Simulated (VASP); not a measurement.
## Run report: GeSi$_{3}$, geometry relaxation (part 1 of 4)

System: GeSi$_{3}$ (P1, 8 atoms in the cell).
Method: Kohn-Sham DFT of a periodic cell, PBE, VASP PAW PBE potentials, recommended, no spin polarisation (VASP 6.6.1).

The structure was built on a prototype by a generator; it need not be a known phase.

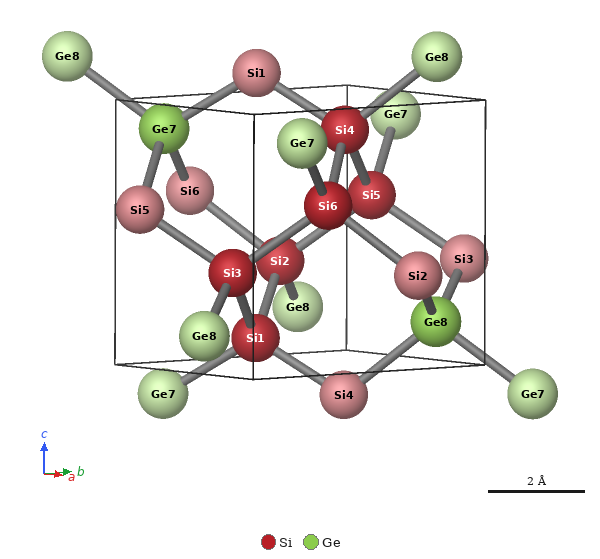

The starting structure (ball-and-stick view of the cell of the calculation, set on other vectors, seen at an oblique angle; neighbours outside the cell are drawn fainter; atoms are numbered from 1 in the order of the input). An atom can appear more than once, as a periodic image.

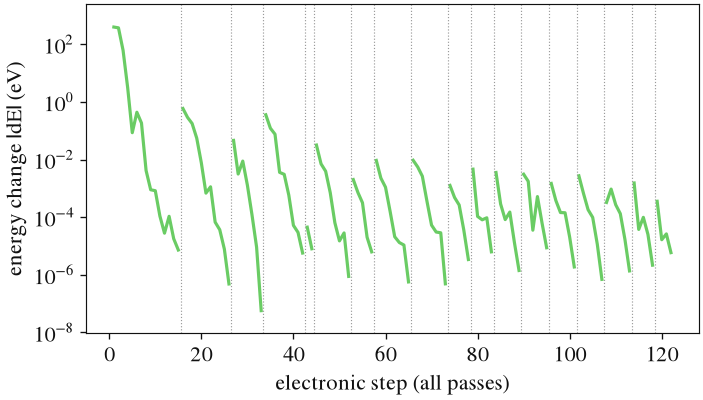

Convergence of the self-consistent field: energy change |dE| against the electronic step. Each stretch between dotted lines is the SCF of one geometry step of a relaxation. The 18 ionic steps take 2 to 15 electronic steps each. The density is held fixed in the first few steps, and dE rises again when its update begins.

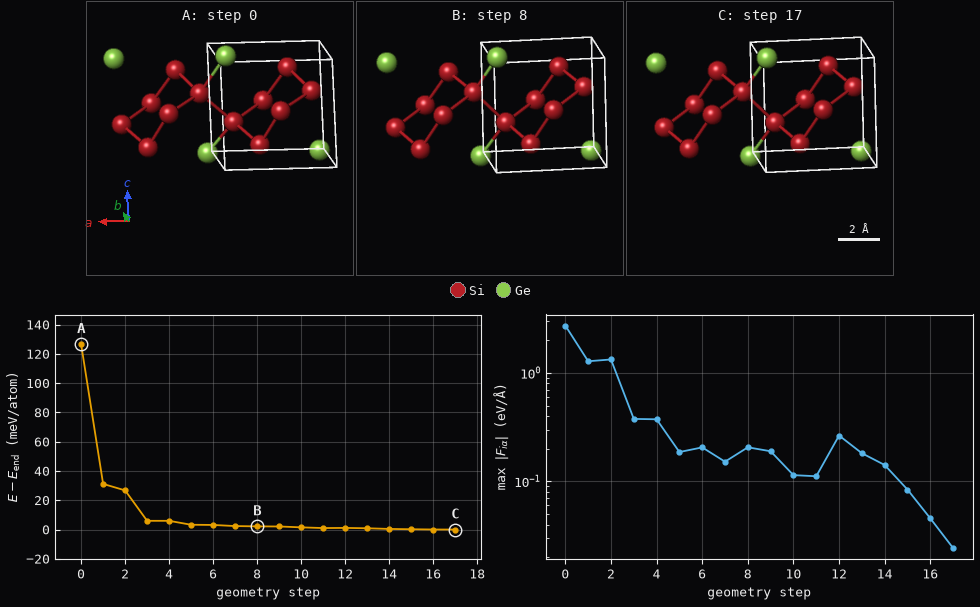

Frames of the relaxation (ball-and-stick view of the cell of the calculation, repeated 2 × 1 × 1, seen at an oblique angle) above the curves, on which the letters mark them (steps are counted from 0).

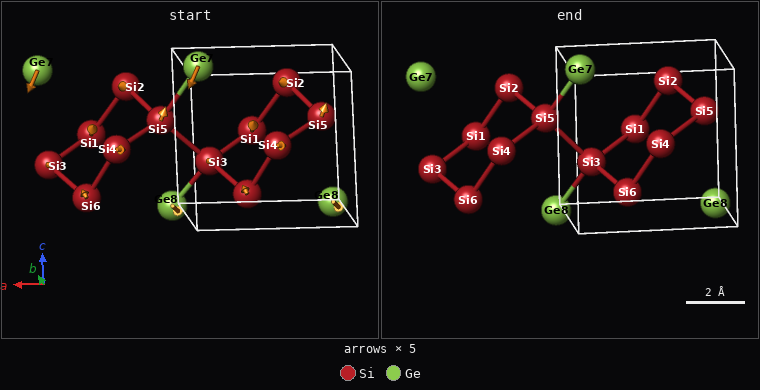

Before (left) and after (right) the relaxation, at one scale (ball-and-stick view of the cell of the calculation, repeated 2 × 1 × 1, seen at an oblique angle). The orange arrows give the displacements (without the part carried along by the change of the cell), magnified 5 times. After 17 geometry steps the energy has fallen by 127 meV per atom. Largest force component: 2.7 eV/Å at the start, 0.024 eV/Å at the end. The largest moves relative to the cell, 0.18 Å, are those of Ge7 and Ge8. Largest moves by element: Ge 0.18 Å, Si 0.17 Å. The drawn cell changes as follows: a 5.587 → 5.534 Å (−0.9 %), b 5.597 → 5.535 Å (−1.1 %), c 5.476 → 5.534 Å (+1.1 %), α 92.1° → 90.0°, β 87.5° → 90.0°, γ 90.3° → 90.0°; the volume changes by −0.8 %. Among the contacts that change: Si5–Ge7 2.635 → 2.415 Å, Si2–Ge8 2.223 → 2.415 Å, Si3–Si6 2.547 → 2.377 Å, Si3–Ge8 2.265 → 2.415 Å. Among the angles that change: Si4–Si1–Ge7 117.5° → 107.6°, Si6–Ge7–Ge8 118.5° → 109.0°, Si2–Si6–Ge7 115.9° → 107.6°. The space group (tolerance 0.01 Å) goes from P1 (No. 1) to R3m (No. 160). (Atoms are counted from 1 in the order of the input.)

The input and output of the run follow.

INCAR
```
ALGO = Fast ; EDIFF = 1E-5
EDIFFG = -0.03 ; ENCUT = 520
GGA = PE ; IBRION = 2
ISIF = 3 ; ISMEAR = 0
ISYM = 0 ; KPAR = 2
LASPH = T ; LCHARG = F
LREAL = Auto ; LWAVE = F
NELM = 80 ; NSW = 110
PREC = Normal ; SIGMA = 0.15
```

KPOINTS
```
k-points
0
Gamma
  4 4 4
```

POSCAR
```
Si3Ge
1.0
    3.9573773700      2.1783835500      3.2869943700
   -3.9650220400      2.3635798900      3.1653154600
    0.1565624200     -4.4621480000      3.1696759800
Si Ge
6 2
Direct
    0.6204943300      0.1012490400      0.6185354300
    0.3626769200      0.3644167900      0.8745775300
    0.8630652600      0.3732470600      0.3799176800
    0.3818110800      0.8873433100      0.3781482700
    0.1282547500      0.6143233400      0.6073299700
    0.6090187000      0.6285786700      0.1163138000
    0.8512994100      0.8884809200      0.9000346100
    0.1300743800      0.1630324600      0.1351605200
```

Command:
```bash
cat potpaw_PBE.64/Si/POTCAR potpaw_PBE.64/Ge_d/POTCAR > POTCAR
mpirun -np 2 vasp_std > vasp.out
```

OSZICAR
```
N       E                     dE             d eps       ncg     rms          rms(c)
DAV:   1     0.395336970696E+03    0.39534E+03   -0.23581E+04  2723   0.270E+03
DAV:   2     0.238324990364E+02   -0.37150E+03   -0.36116E+03  2285   0.707E+02
DAV:   3    -0.378687733380E+02   -0.61701E+02   -0.60928E+02  2657   0.165E+02
DAV:   4    -0.409799241226E+02   -0.31112E+01   -0.31008E+01  2749   0.439E+01
DAV:   5    -0.410650703395E+02   -0.85146E-01   -0.85112E-01  2795   0.744E+00    0.871E+00
RMM:   6    -0.406279576142E+02    0.43711E+00   -0.29769E-01  2734   0.282E+00    0.525E+00
RMM:   7    -0.404435233816E+02    0.18443E+00   -0.73198E-01  2906   0.388E+00    0.391E-01
RMM:   8    -0.404476615456E+02   -0.41382E-02   -0.89563E-02  2671   0.190E+00    0.231E-01
RMM:   9    -0.404485530397E+02   -0.89149E-03   -0.28888E-02  2884   0.107E+00    0.215E-01
RMM:  10    -0.404493790974E+02   -0.82606E-03   -0.82365E-03  3380   0.524E-01    0.278E-01
RMM:  11    -0.404492703160E+02    0.10878E-03   -0.10340E-03  2817   0.175E-01    0.229E-01
RMM:  12    -0.404492980647E+02   -0.27749E-04   -0.35823E-04  2651   0.109E-01    0.224E-01
RMM:  13    -0.404494049159E+02   -0.10685E-03   -0.98928E-05  2439   0.553E-02    0.223E-01
RMM:  14    -0.404494226759E+02   -0.17760E-04   -0.30468E-05  1799   0.305E-02    0.235E-01
RMM:  15    -0.404494299094E+02   -0.72334E-05   -0.64685E-06  1339   0.166E-02
   1 F= -.40449430E+02 E0= -.40448331E+02  d E =-.404494E+02
       N       E                     dE             d eps       ncg     rms          rms(c)
DAV:   1    -0.410382114914E+02   -0.58879E+00   -0.18635E+02  2899   0.118E+02    0.577E+00
RMM:   2    -0.413281499667E+02   -0.28994E+00   -0.92704E+00  2815   0.269E+01    0.332E+00
RMM:   3    -0.411509003646E+02    0.17725E+00   -0.20387E+00  2828   0.133E+01    0.728E-01
RMM:   4    -0.412059856557E+02   -0.55085E-01   -0.64284E-01  3235   0.550E+00    0.726E-01
RMM:   5    -0.412136305350E+02   -0.76449E-02   -0.84790E-02  3446   0.204E+00    0.579E-01
RMM:   6    -0.412143120239E+02   -0.68149E-03   -0.12471E-02  2828   0.932E-01    0.158E-01
RMM:   7    -0.412131844112E+02    0.11276E-02   -0.45563E-03  2819   0.622E-01    0.632E-02
RMM:   8    -0.412132515149E+02   -0.67104E-04   -0.19116E-03  2926   0.381E-01    0.293E-02
RMM:   9    -0.412132879914E+02   -0.36476E-04   -0.58731E-04  3212   0.181E-01    0.158E-02
RMM:  10    -0.412132957692E+02   -0.77779E-05   -0.10401E-04  2303   0.593E-02    0.125E-02
RMM:  11    -0.412132962484E+02   -0.47913E-06   -0.20233E-05  1393   0.275E-02
   2 F= -.41213296E+02 E0= -.41212034E+02  d E =-.763866E+00
       N       E                     dE             d eps       ncg     rms          rms(c)
DAV:   1    -0.412593258202E+02   -0.46030E-01   -0.54506E+00  2429   0.146E+01    0.102E+00
RMM:   2    -0.412561923466E+02    0.31335E-02   -0.17798E-01  2815   0.397E+00    0.611E-01
RMM:   3    -0.412473870098E+02    0.88053E-02   -0.51247E-02  2855   0.172E+00    0.895E-02
RMM:   4    -0.412486779063E+02   -0.12909E-02   -0.14407E-02  3242   0.931E-01    0.882E-02
RMM:   5    -0.412487986363E+02   -0.12073E-03   -0.15293E-03  3365   0.277E-01    0.534E-02
RMM:   6    -0.412488077521E+02   -0.91157E-05   -0.19616E-04  2902   0.108E-01    0.104E-02
RMM:   7    -0.412488078089E+02   -0.56803E-07   -0.74330E-05  2451   0.654E-02
   3 F= -.41248808E+02 E0= -.41247422E+02  d E =-.799378E+00
       N       E                     dE             d eps       ncg     rms          rms(c)
DAV:   1    -0.416050708197E+02   -0.35626E+00   -0.35436E+01  2980   0.392E+01    0.322E+00
RMM:   2    -0.414833836181E+02    0.12169E+00   -0.10406E+00  2817   0.936E+00    0.186E+00
RMM:   3    -0.414078088017E+02    0.75575E-01   -0.44036E-01  2825   0.528E+00    0.315E-01
RMM:   4    -0.414113883429E+02   -0.35795E-02   -0.96655E-02  2896   0.305E+00    0.304E-01
RMM:   5    -0.414144402613E+02   -0.30519E-02   -0.37222E-02  3076   0.148E+00    0.216E-01
RMM:   6    -0.414150171808E+02   -0.57692E-03   -0.60814E-03  2991   0.615E-01    0.736E-02
RMM:   7    -0.414150689616E+02   -0.51781E-04   -0.18048E-03  3145   0.347E-01    0.284E-02
RMM:   8    -0.414150984502E+02   -0.29489E-04   -0.30299E-04  2743   0.124E-01    0.186E-02
RMM:   9    -0.414151041202E+02   -0.56699E-05   -0.61379E-05  1801   0.619E-02
   4 F= -.41415104E+02 E0= -.41414621E+02  d E =-.166296E+00
       N       E                     dE             d eps       ncg     rms          rms(c)
DAV:   1    -0.414151432602E+02   -0.44810E-04   -0.21934E-03  2932   0.355E-01    0.273E-02
RMM:   2    -0.414151352807E+02    0.79795E-05   -0.75993E-05  2502   0.811E-02
   5 F= -.41415135E+02 E0= -.41414650E+02  d E =-.166327E+00
       N       E                     dE             d eps       ncg     rms          rms(c)
DAV:   1    -0.414468651772E+02   -0.31722E-01   -0.29690E+00  2981   0.124E+01    0.812E-01
RMM:   2    -0.414398039148E+02    0.70613E-02   -0.77800E-02  2793   0.257E+00    0.440E-01
RMM:   3    -0.414358938976E+02    0.39100E-02   -0.24476E-02  2824   0.138E+00    0.732E-02
RMM:   4    -0.414365973062E+02   -0.70341E-03   -0.94047E-03  3234   0.736E-01    0.653E-02
RMM:   5    -0.414366613291E+02   -0.64023E-04   -0.83473E-04  3424   0.203E-01    0.542E-02
RMM:   6    -0.414366763146E+02   -0.14985E-04   -0.32445E-04  2801   0.174E-01    0.274E-02
RMM:   7    -0.414366480681E+02    0.28247E-04   -0.98073E-05  2666   0.959E-02    0.418E-03
RMM:   8    -0.414366489438E+02   -0.87570E-06   -0.21612E-05  1401   0.377E-02
   6 F= -.41436649E+02 E0= -.41436362E+02  d E =-.215137E-01
       N       E                     dE             d eps       ncg     rms          rms(c)
DAV:   1    -0.414386600495E+02   -0.20120E-02   -0.21132E-01  3288   0.323E+00    0.218E-01
RMM:   2    -0.414379390278E+02    0.72102E-03   -0.37675E-03  2793   0.563E-01    0.119E-01
RMM:   3    -0.414376243105E+02    0.31472E-03   -0.15806E-03  2826   0.340E-01    0.197E-02
RMM:   4    -0.414376443665E+02   -0.20056E-04   -0.40431E-04  2993   0.169E-01    0.164E-02
RMM:   5    -0.414376505922E+02   -0.62257E-05   -0.90504E-05  2456   0.721E-02
   7 F= -.41437651E+02 E0= -.41437384E+02  d E =-.225153E-01
       N       E                     dE             d eps       ncg     rms          rms(c)
DAV:   1    -0.414469431995E+02   -0.92988E-02   -0.69139E-01  2968   0.570E+00    0.407E-01
RMM:   2    -0.414446961139E+02    0.22471E-02   -0.15753E-02  2820   0.116E+00    0.222E-01
RMM:   3    -0.414436031839E+02    0.10929E-02   -0.55846E-03  2817   0.610E-01    0.390E-02
RMM:   4    -0.414437617814E+02   -0.15860E-03   -0.20540E-03  3221   0.359E-01    0.376E-02
RMM:   5    -0.414437826238E+02   -0.20842E-04   -0.22553E-04  3102   0.107E-01    0.336E-02
RMM:   6    -0.414437957723E+02   -0.13148E-04   -0.97076E-05  2798   0.908E-02    0.172E-02
RMM:   7    -0.414437850405E+02    0.10732E-04   -0.31921E-05  1473   0.504E-02    0.265E-03
RMM:   8    -0.414437844766E+02    0.56392E-06   -0.40189E-06  1309   0.211E-02
   8 F= -.41443784E+02 E0= -.41443521E+02  d E =-.613388E-02
       N       E                     dE             d eps       ncg     rms          rms(c)
DAV:   1    -0.414531949751E+02   -0.94099E-02   -0.16292E+00  2989   0.867E+00    0.629E-01
RMM:   2    -0.414476990095E+02    0.54960E-02   -0.36365E-02  2820   0.173E+00    0.344E-01
RMM:   3    -0.414450655512E+02    0.26335E-02   -0.13249E-02  2820   0.932E-01    0.607E-02
RMM:   4    -0.414454243057E+02   -0.35875E-03   -0.47555E-03  3207   0.553E-01    0.589E-02
RMM:   5    -0.414454771271E+02   -0.52821E-04   -0.58003E-04  3319   0.169E-01    0.523E-02
RMM:   6    -0.414455075545E+02   -0.30427E-04   -0.25127E-04  2805   0.151E-01    0.271E-02
RMM:   7    -0.414454789868E+02    0.28568E-04   -0.73273E-05  2549   0.822E-02    0.459E-03
RMM:   8    -0.414454785030E+02    0.48378E-06   -0.17576E-05  1354   0.331E-02
   9 F= -.41445479E+02 E0= -.41445208E+02  d E =-.782791E-02
       N       E                     dE             d eps       ncg     rms          rms(c)
DAV:   1    -0.414467393962E+02   -0.12604E-02   -0.17080E-01  2905   0.290E+00    0.198E-01
RMM:   2    -0.414462588024E+02    0.48059E-03   -0.39667E-03  2813   0.585E-01    0.109E-01
RMM:   3    -0.414459949193E+02    0.26388E-03   -0.13161E-03  2816   0.308E-01    0.187E-02
RMM:   4    -0.414460309379E+02   -0.36019E-04   -0.50352E-04  3206   0.175E-01    0.183E-02
RMM:   5    -0.414460343140E+02   -0.33762E-05   -0.45911E-05  1723   0.512E-02
  10 F= -.41446034E+02 E0= -.41445768E+02  d E =-.838372E-02
       N       E                     dE             d eps       ncg     rms          rms(c)
DAV:   1    -0.414506476135E+02   -0.46167E-02   -0.58807E-01  2958   0.500E+00    0.182E-01
RMM:   2    -0.414507536761E+02   -0.10606E-03   -0.75747E-03  2808   0.739E-01    0.102E-01
RMM:   3    -0.414506729274E+02    0.80749E-04   -0.24569E-03  2834   0.455E-01    0.193E-02
RMM:   4    -0.414507677078E+02   -0.94780E-04   -0.11808E-03  3252   0.266E-01    0.209E-02
RMM:   5    -0.414507739472E+02   -0.62393E-05   -0.78793E-05  2067   0.693E-02
  11 F= -.41450774E+02 E0= -.41450505E+02  d E =-.473963E-02
       N       E                     dE             d eps       ncg     rms          rms(c)
DAV:   1    -0.414543034075E+02   -0.35357E-02   -0.10642E+00  2944   0.673E+00    0.238E-01
RMM:   2    -0.414545896984E+02   -0.28629E-03   -0.13710E-02  2810   0.996E-01    0.133E-01
RMM:   3    -0.414545076581E+02    0.82040E-04   -0.46160E-03  2887   0.607E-01    0.261E-02
RMM:   4    -0.414546573712E+02   -0.14971E-03   -0.18826E-03  3206   0.338E-01    0.272E-02
RMM:   5    -0.414546704895E+02   -0.13118E-04   -0.15705E-04  2835   0.956E-02    0.205E-02
RMM:   6    -0.414546718950E+02   -0.14055E-05   -0.25588E-05  1384   0.445E-02
  12 F= -.41454672E+02 E0= -.41454395E+02  d E =-.863758E-02
       N       E                     dE             d eps       ncg     rms          rms(c)
DAV:   1    -0.414515901792E+02    0.30803E-02   -0.42809E+00  2847   0.138E+01    0.472E-01
RMM:   2    -0.414533388048E+02   -0.17486E-02   -0.59790E-02  2811   0.211E+00    0.261E-01
RMM:   3    -0.414533036054E+02    0.35199E-04   -0.19942E-02  2944   0.124E+00    0.522E-02
RMM:   4    -0.414538210520E+02   -0.51745E-03   -0.66369E-03  3155   0.640E-01    0.525E-02
RMM:   5    -0.414538832330E+02   -0.62181E-04   -0.69306E-04  3220   0.199E-01    0.409E-02
RMM:   6    -0.414538918867E+02   -0.86537E-05   -0.93075E-05  2569   0.880E-02
  13 F= -.41453892E+02 E0= -.41453581E+02  d E =-.785757E-02
       N       E                     dE             d eps       ncg     rms          rms(c)
DAV:   1    -0.414553589358E+02   -0.14757E-02   -0.11279E+00  2785   0.674E+00    0.237E-01
```
